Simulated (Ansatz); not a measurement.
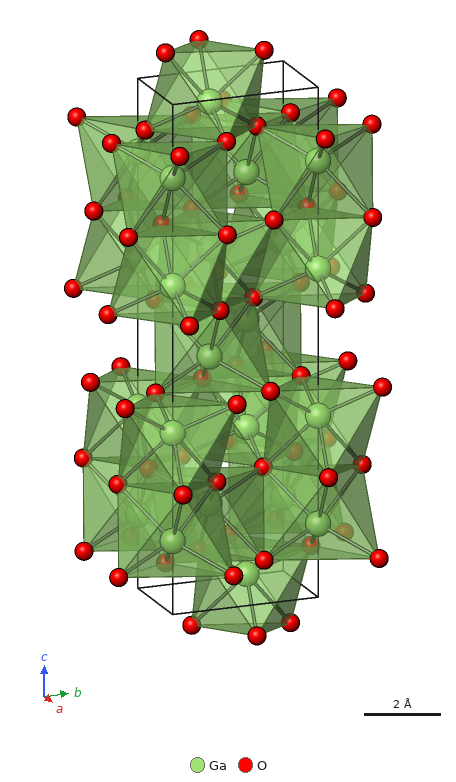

Figure 1. The structure (polyhedral view of the cell 3 times as large as that of the calculation, set on its symmetry axes, seen slightly off an axis; polyhedra are completed across the faces of the cell).

## Band-structure calculation of Ga2O3

The run: band-structure calculation of Ga2O3 (R-3c, 10 atoms in the cell). Method and program: DFT r2SCAN, scalar-relativistic, plane waves, PAW, no spin polarisation (Ansatz 0.2.0).

The structure derives from an entry of the Crystallography Open Database. Figures and captions count atoms from 1; the log counts them from 0 in places.

Log
```
scf.n_extra_bands = 25 over 44 filled bands (N_el = 88.0): the run solves 69 bands
Engine: ansatz 0.2.0, aarch64-unknown-linux-gnu
Pseudopotentials: kind: paw
Pseudopotential: Ga, paw, valence charge 13, recommended cutoff 500 eV (meta_gga), Ga.paw.azcp
Pseudopotential: O, paw, valence charge 6, recommended cutoff 500 eV (meta_gga), O.paw.azcp
Functional definition: r2SCAN
  parameter k0 = 0.174
  parameter k1 = 0.065
  parameter a1 = 4.9479
  exchange = r2scan_x(k0 = k0, k1 = k1, a1 = a1)
  correlation = r2scan_c
Crystal: 10 atoms, lattice volume = 100.589 Å³
Basis set: ecut = 500 eV, 2567 PW (Γ), exchange–correlation on 160×160×160 points (64 copies of the dense FFT grid, shifted against one another)
Bands: 69, of which v1, the nominal top of the filled ones, is band 44 counted from 1 (43 counted from 0)
Symmetry: 12 space group operations
Space group: R-3c (ITA 167), of the structure as read, at distance tolerance 4.7e-5 Å
k-points: 85 of 729
Non-local potential: Ga, projectors of the file, l = 0: 2, l = 1: 2, l = 2: 3, l = 3: 1
Non-local potential: O, projectors of the file, l = 0: 2, l = 1: 2, l = 2: 1
PAW form: soft (Blöchl's): semilocal exchange-correlation on the pseudo side does not see the compensation charge
PAW frozen core: Ga, regenerated for the run's functional (the file was generated under x = pbe(κ = 0.804, μ = 0.2195149727645171), c = pbe(β = 0.06672455060314922))
PAW frozen core: O, regenerated for the run's functional (the file was generated under x = pbe(κ = 0.804, μ = 0.2195149727645171), c = pbe(β = 0.06672455060314922))
PAW one-centre angular grid: Ga, 590 points (default); XC on 160 Gauss nodes
PAW one-centre angular grid: O, 302 points (default); XC on 160 Gauss nodes
Initial density: superposition of atomic densities (neutral atoms: chi_scale 0, normalization atom), corrected by the library's trained network
Initial wavefunctions: pseudopotential atomic-orbital guess
Functional: x = r2scan, c = r2scan; τ floored in thin density (d = 2e-4 eV/Å³)
SCF iter   1: F=—  HF=-18577.363439 eV  |F-HF|=—  |Δ(HF+E_count)|=         —  Δρ=1.44e-2  dr2=9.60e-2  dr2_τ=3.46e-1  ethr=1.77e-3  ⟨swp⟩=5.9  Hψ=24307  notcnv=0  defer=123
preconditioner: auto → Resta (q_TF=auto, 2.668 Å⁻¹)  ε∞=3.2  [insulator: Δε(μ)=3.088 eV  Ē_g=23.193 eV  σ=0.020 eV  W_gap=1.00  n_scr=26 (ndim 8)  ℏωp=34.7 eV  f_vac=0.018  D(μ)=0.00/eV (n_scr^D=0)  ε∞_Penn≈3.2]
SCF iter   2: F=—  HF=-18577.540155 eV  |F-HF|=—  |Δ(HF+E_count)|=   1.77e-1  Δρ=7.12e-3  dr2=2.78e-2  dr2_τ=1.09e-3  ethr=1.09e-4  ⟨swp⟩=2.3  Hψ=11042  notcnv=0  defer=1657
SCF iter   3: F=—  HF=-18577.540644 eV  |F-HF|=—  |Δ(HF+E_count)|=   4.89e-4  Δρ=3.50e-3  dr2=4.07e-3  dr2_τ=5.44e-4  ethr=3.16e-5  ⟨swp⟩=2.9  Hψ=8228  notcnv=0  defer=1657
SCF iter   4: F=—  HF=-18577.539674 eV  |F-HF|=—  |Δ(HF+E_count)|=   9.70e-4  Δρ=5.66e-4  dr2=1.92e-4  dr2_τ=6.73e-5  ethr=4.63e-6  ⟨swp⟩=2.0  Hψ=7906  notcnv=0  defer=1657
SCF iter   5: F=—  HF=-18577.539722 eV  |F-HF|=—  |Δ(HF+E_count)|=   4.81e-5  Δρ=1.37e-4  dr2=8.32e-6  dr2_τ=1.42e-6  ethr=2.18e-7  ⟨swp⟩=2.6  Hψ=8579  notcnv=0  defer=1657
SCF iter   6: F=—  HF=-18577.539733 eV  |F-HF|=—  |Δ(HF+E_count)|=   1.07e-5  Δρ=1.36e-5  dr2=1.47e-7  dr2_τ=1.33e-8  ethr=9.45e-9  ⟨swp⟩=2.0  Hψ=7948  notcnv=0  defer=1657
SCF iter   7: F=-18577.539733 eV  HF=-18577.539733 eV  |F-HF|=4.02e-9  |Δ(HF+E_count)|=   6.77e-8  Δρ=3.08e-6  dr2=9.49e-9  dr2_τ=3.82e-10  ethr=1.14e-10  ⟨swp⟩=12.8  Hψ=42002  notcnv=0
SCF 1 converged in 7 iterations: F = -18577.539733 eV  dr2 = 9.49e-9
  greatest PAW one-centre occupation: 0.997 electrons in one spin orbital (limit 2), on the Ga atom at site 3 (counted from 0), in its partial waves of l = 2
NSCF: frozen V_eff on 101 k-points
NSCF: frozen V_eff on 288 k-points
SCF converged after 7 iterations
Free energy (F): -18577.539733 eV
Harris-Foulkes:  -18577.539733 eV  (|F-HF|=4.02e-9)
Internal energy: -18577.539733 eV  (E = F + TS)
E sigma→0 (E₀):  -18577.539733 eV
Fermi energy:    9.701514 eV
--- Per-component energies (eV) ---
  E_band       = -101.328578
  E_kinetic    = 1519.856558
  E_local      = -8679.734458  (includes V_loc(G=0)·N_el)
  E_nonlocal   = 2031.197970
  E_hartree    = 3918.388305
  E_xc         = -681.902973
  E_vxc        = -859.917570  (∫ρ·V_xc dr)
  E_paw        = -9021.209346  (= ΣΔE_a)
  E_vpaw       = -2000.651995  (= ΣTr[D̂ρ^β])
  E_aug_tail   = 0.005723  (compensation charges beyond the density's cutoff)
  E_vtau       = 51.134481  (kinetic-family band-sum trace: ∫τ·v_τ [+ j·A + Jᵃ·Aᵃ] dr)
  E_ewald      = -7661.337587
  E_core_change = -2.803925  (= ΣΔE_core)
  E_smearing   = -0.000000  (= −TS)
  E_closure    = -0.000000  (closes the sum)
  Σ components = -18577.539733   (vs F -18577.539733, Δ=0.00e0)
--- Forces (eV/Å), atoms counted from 1 ---
  atom   1  Ga    -0.00000000    -0.00000000    -0.05202170
  atom   2  Ga    -0.00000000     0.00000000     0.05202170
  atom   3  Ga     0.00000000    -0.00000000     0.05202170
  atom   4  Ga     0.00000000    -0.00000000    -0.05202170
  atom   5  O      0.02555001     0.00000000    -0.00000000
  atom   6  O     -0.01277501     0.02212696     0.00000000
  atom   7  O     -0.01277501    -0.02212696     0.00000000
  atom   8  O     -0.02555001    -0.00000000    -0.00000000
  atom   9  O      0.01277501    -0.02212696    -0.00000000
  atom  10  O      0.01277501     0.02212696     0.00000000
  max |Σ_I F_I| component: 3.47e-18 eV/Å
--- Stress (GPa, compression-positive) ---
       -9.488986       0.000000       0.000000
        0.000000      -9.488986       0.000000
        0.000000       0.000000      -8.369492
  P = ⅓ Tr σ = -9.1158 GPa (-91.158 kbar)
--- Band table (eV; the first three rows and the last of 85) ---
  k-point 0: bands = ["-11.4190", "-9.6034", "-9.6034", "-9.5975", "-9.5751", "-9.5751", "-4.9077", "-4.9077", "-4.8324", "-4.8324", "-4.7480", "-4.7153", "-4.6752", "-4.6752", "-4.6502", "-4.6502", "-4.6071", "-4.6071", "-4.5467", "-4.5447", "-4.5361", "-4.5361", "-4.3421", "-4.3421", "-3.8208", "-3.8208", "1.1884", "1.8861", "3.0944", "3.0944", "4.0932", "4.3807", "4.6935", "4.6935", "5.0038", "7.1855", "7.1855", "7.6415", "7.6415", "7.8480", "7.8480", "7.8803", "7.9355", "7.9355", "11.2471", "15.2679", "15.5110", "17.4973", "18.9463", "18.9463", "18.9721", "19.6693", "19.9678", "19.9678", "21.0623", "21.8711", "21.8711", "22.4192", "22.8136", "22.8136", "25.4425", "25.4425", "25.5347", "26.9386", "27.5669", "28.5448", "28.5448", "29.5540", "29.5540"]
  k-point 1: bands = ["-11.3673", "-9.6677", "-9.6093", "-9.6090", "-9.5764", "-9.5630", "-4.9015", "-4.8989", "-4.8289", "-4.8261", "-4.7486", "-4.7184", "-4.6734", "-4.6725", "-4.6539", "-4.6517", "-4.6126", "-4.6094", "-4.5491", "-4.5403", "-4.5354", "-4.5249", "-4.3539", "-4.3409", "-3.8664", "-3.8340", "1.2577", "1.8490", "2.8962", "3.3352", "3.8730", "4.5447", "4.6900", "5.0296", "5.3284", "6.8228", "7.1572", "7.4539", "7.5948", "7.6344", "7.6977", "7.8236", "7.9918", "8.0453", "11.6625", "15.2192", "15.6759", "17.3278", "18.2890", "18.8863", "19.4739", "19.4980", "20.1836", "20.4021", "20.9766", "21.7588", "21.8242", "22.3439", "22.7441", "22.8652", "24.9046", "25.4703", "25.7116", "26.7993", "27.6336", "27.8267", "28.2337", "28.4547", "29.6210"]
  k-point 2: bands = ["-11.2171", "-9.8293", "-9.6273", "-9.6259", "-9.5783", "-9.5648", "-4.8805", "-4.8796", "-4.8168", "-4.8143", "-4.7504", "-4.7214", "-4.6734", "-4.6697", "-4.6627", "-4.6601", "-4.6203", "-4.6138", "-4.5620", "-4.5462", "-4.5339", "-4.4635", "-4.3875", "-4.3341", "-3.9775", "-3.8794", "1.4543", "1.8577", "2.5392", "3.6964", "3.8535", "4.5626", "5.2157", "5.5821", "5.8466", "6.0916", "6.8792", "6.9148", "7.3140", "7.5558", "7.5937", "7.6775", "7.9923", "8.1247", "12.5691", "15.1230", "15.9267", "16.9016", "17.8073", "18.4690", "19.6869", "20.0250", "20.5805", "20.5812", "20.9128", "21.5822", "21.6431", "22.1912", "22.6147", "23.0360", "24.3930", "25.3997", "25.7813", "25.8509", "26.8604", "26.9537", "28.0851", "28.7882", "29.4147"]
  k-point 84: bands = ["-10.6306", "-10.5323", "-9.6441", "-9.6152", "-9.5920", "-9.5693", "-4.8498", "-4.8419", "-4.8201", "-4.8109", "-4.7952", "-4.7915", "-4.6939", "-4.6939", "-4.6902", "-4.6838", "-4.5633", "-4.5612", "-4.5535", "-4.5427", "-4.4936", "-4.4870", "-4.3139", "-4.2947", "-4.0445", "-4.0120", "2.1894", "2.2396", "3.5853", "3.7659", "4.1882", "4.5855", "4.6107", "4.7443", "5.7630", "5.8430", "6.4082", "6.5409", "6.9852", "7.1337", "7.7140", "7.7210", "7.8394", "7.8536", "14.4106", "14.6183", "16.3872", "16.5784", "17.9865", "18.1332", "19.7238", "19.8260", "20.8487", "20.9453", "21.6829", "21.7565", "21.8167", "21.9564", "22.1840", "22.1911", "24.1704", "24.2788", "25.6869", "25.7525", "26.0754", "26.0800", "28.8857", "29.0855", "30.3745"]
--- Löwdin populations: 10 sites ---
  site symbol       q [e]
     0     Ga     11.9105
     1     Ga     11.9105
     2     Ga     11.9105
     3     Ga     11.9105
     4      O      6.6806
     5      O      6.6806
     6      O      6.6806
     7      O      6.6806
     8      O      6.6806
     9      O      6.6806
  spilling = 0.003115 (of n_electrons = 88.000000)
--- Bader charges: 10 sites ---
  site symbol  charge [e]  shift [e]
     0     Ga      1.9884     0.0106
     1     Ga      1.9884     0.0106
     2     Ga      1.9884     0.0106
     3     Ga      1.9884     0.0106
     4      O     -1.3256     0.0070
     5      O     -1.3256     0.0070
     6      O     -1.3256     0.0070
     7      O     -1.3256     0.0070
     8      O     -1.3256     0.0070
     9      O     -1.3256     0.0070
  estimated error of the sums over rays = 4.2e-4 e
```

File populations.tsv
```
# site	symbol	l	j	q
# orbitals = lowdin
# n_electrons = 88.000000
# spilling = 0.003115
0	Ga	0_4S	-	0.699115
0	Ga	1_4P	-	1.219296
0	Ga	2_3D	-	9.992124
1	Ga	0_4S	-	0.699115
1	Ga	1_4P	-	1.219296
1	Ga	2_3D	-	9.992124
2	Ga	0_4S	-	0.699115
2	Ga	1_4P	-	1.219296
2	Ga	2_3D	-	9.992124
3	Ga	0_4S	-	0.699115
3	Ga	1_4P	-	1.219296
3	Ga	2_3D	-	9.992124
4	O	0_2S	-	1.674742
4	O	1_2P	-	5.005888
5	O	0_2S	-	1.674742
5	O	1_2P	-	5.005888
6	O	0_2S	-	1.674742
6	O	1_2P	-	5.005888
7	O	0_2S	-	1.674742
7	O	1_2P	-	5.005888
8	O	0_2S	-	1.674742
8	O	1_2P	-	5.005888
9	O	0_2S	-	1.674742
9	O	1_2P	-	5.005888
```

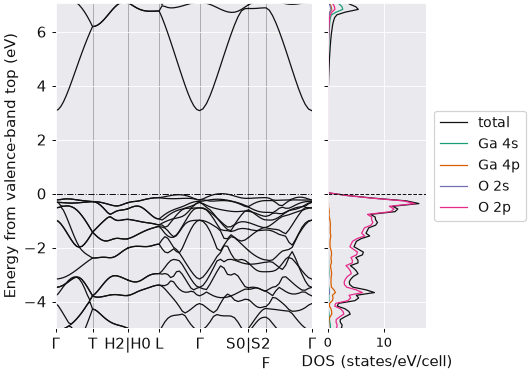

Figure 2. Band structure along Γ–T–H2|H0–L–Γ–S0|S2–F–Γ and density of states (projected on Löwdin-orthogonalised atomic shells), with energies from the valence-band top. There is a gap of 3.08 eV on this path, indirect, from between Γ and S0 to Γ.

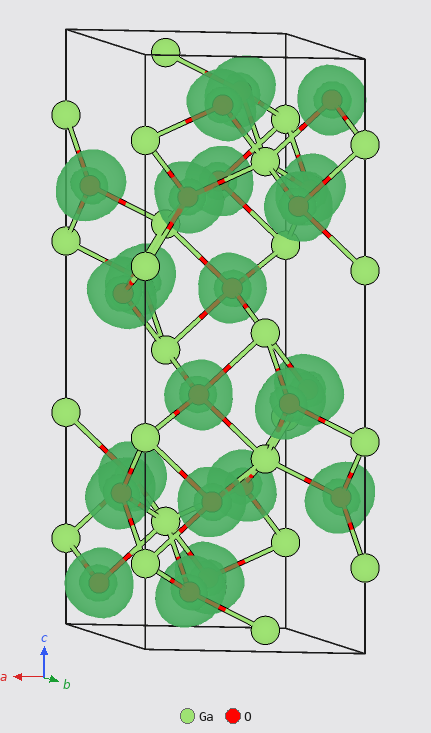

Figure 3. Isosurface of the ELF at 0.75 (green), seen at an oblique angle. Core shells and regions of very low density are left out. Sticks mark near contacts. The outline is the cell set on symmetry axes. Values along the shortest contacts: Ga–O (1.95 Å): the ELF is about 0.35 at the midpoint. Ga–O (2.11 Å): the ELF is about 0.30 at the midpoint. Core electrons are frozen (PAW), so the fields are smoothed inside the atomic spheres.

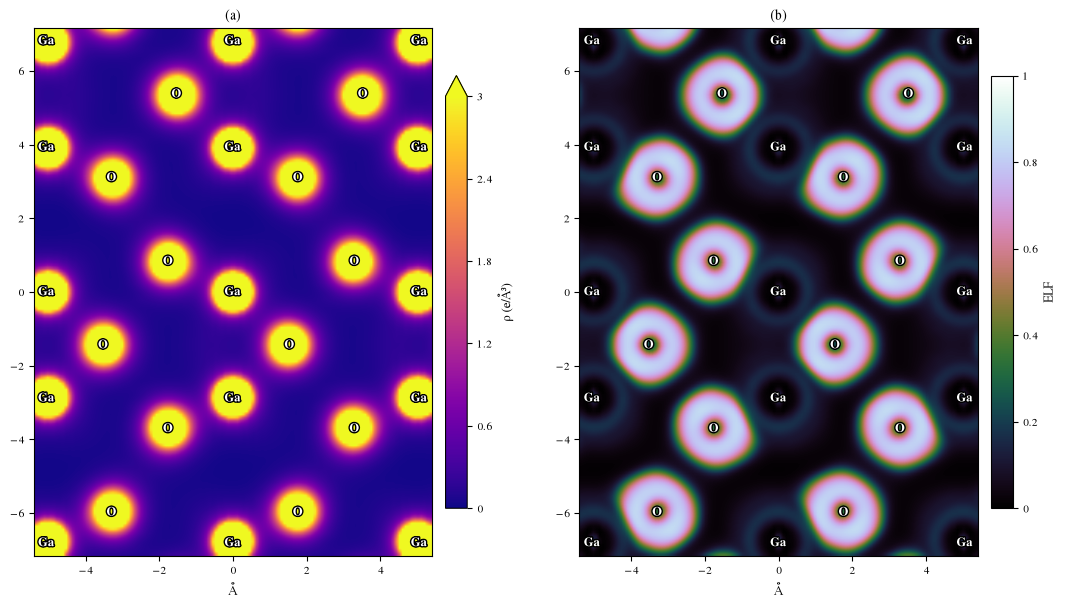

Figure 4. (a) valence pseudo-density; (b) ELF on the (100) plane of the conventional cell. The section cuts through Ga and O sites. Ga–O (1.95 Å): the density is about 0.66 e/Å³ at the midpoint; the ELF is about 0.35 at the midpoint. Ga–O (2.11 Å): the density is about 0.47 e/Å³ at the midpoint; the ELF is about 0.30 at the midpoint. Away from the nuclei the density in this plane falls to 0.03 e/Å³ at its lowest.

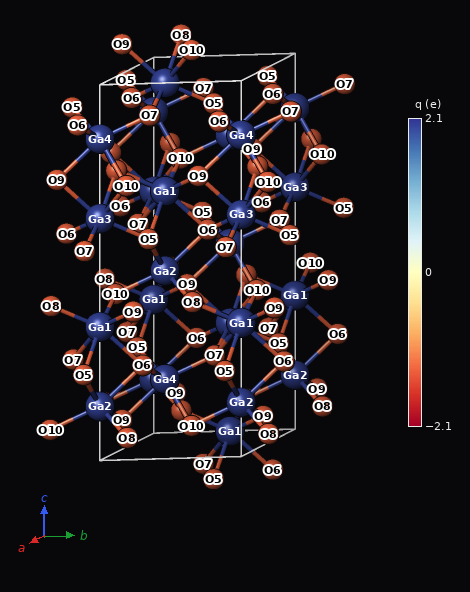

Figure 5. Bader charges, as the colour of each atom (ball-and-stick view of the cell 3 times as large as that of the calculation, set on its symmetry axes, seen slightly off an axis; bonded neighbours outside the cell are drawn too; atoms are numbered from 1 in the order of the input). By element: Ga +1.99 and O −1.33 e.

This output came from the following input.

Input
```yaml
crystal:
  lattice:
    - [2.528721336, 1.459957944, 4.5410699527]
    - [-2.528721336, 1.459957944, 4.5410699527]
    - [0.0, -2.919915888, 4.5410699527]
  atoms:
    - { symbol: Ga, position: [0.3558685514, 0.3558685514, 0.3558685514] }
    - { symbol: Ga, position: [0.1441314486, 0.1441314486, 0.1441314486] }
    - { symbol: Ga, position: [0.6441314486, 0.6441314486, 0.6441314486] }
    - { symbol: Ga, position: [0.8558685514, 0.8558685514, 0.8558685514] }
    - { symbol: O, position: [0.5531736383, 0.9468263617, 0.25] }
    - { symbol: O, position: [0.25, 0.5531736383, 0.9468263617] }
    - { symbol: O, position: [0.9468263617, 0.25, 0.5531736383] }
    - { symbol: O, position: [0.4468263617, 0.0531736383, 0.75] }
    - { symbol: O, position: [0.75, 0.4468263617, 0.0531736383] }
    - { symbol: O, position: [0.0531736383, 0.75, 0.4468263617] }
basis:
  ecutwfc: 500
kpoints:
  mp_grid: { grid: [9, 9, 9] }
  band_path:
    path:
      - [[0.0, 0.0, 0.0], [0.5, 0.5, 0.5], [0.76442479, 0.23557521, 0.5]]
      - [[0.5, -0.23557521, 0.23557521], [0.5, 0.0, 0.0], [0.0, 0.0, 0.0], [0.3677876, -0.3677876, 0.0]]
      - [[0.6322124, 0.0, 0.3677876], [0.5, 0.0, 0.5], [0.0, 0.0, 0.0]]
    npoints: 14
hamiltonian:
  xc: r2scan
scf:
  occupations: { method: gaussian, width: 0.02 }
  n_extra_bands: 25
output:
  forces: true
  stress: true
  eigenvalues: true
  populations: true
  dos: { projected: true, de: 0.02, nscf_kmesh: { grid: [14, 14, 14] } }
  bader: true
  write_density: true
  write_potential: true
  elf: true
  volumetric_format: npy
```

Launched with:
```bash
ansatz run input.yaml --threads 4 --pin off --max-ram 10240MiB --backend cpu --events-out ev --progress --plain --runs-dir out
```

Results in brief

| quantity | value |
| --- | --- |
| outcome | converged |
| space group (tolerance 0.01 Å) | R-3c (167) |
| electrons treated | 88 |
| free energy | −18577.5397 eV |
| Fermi energy | 9.702 eV |
| gap on the k-point mesh | 3.09 eV |
| gap on the band path | 3.08 eV |
| pressure | −9.12 GPa |
| largest force (length of the vector) | 0.052 eV/Å |
| hardware | 4 threads of Arm Neoverse V1, 24 GiB of memory available, shared host |
| wall time | 97 s (CPU time 6.4 min) |
| peak memory | 1.7 GiB |

The cell is under a tension of 9.1 GPa at this level, so it is not at its equilibrium volume.
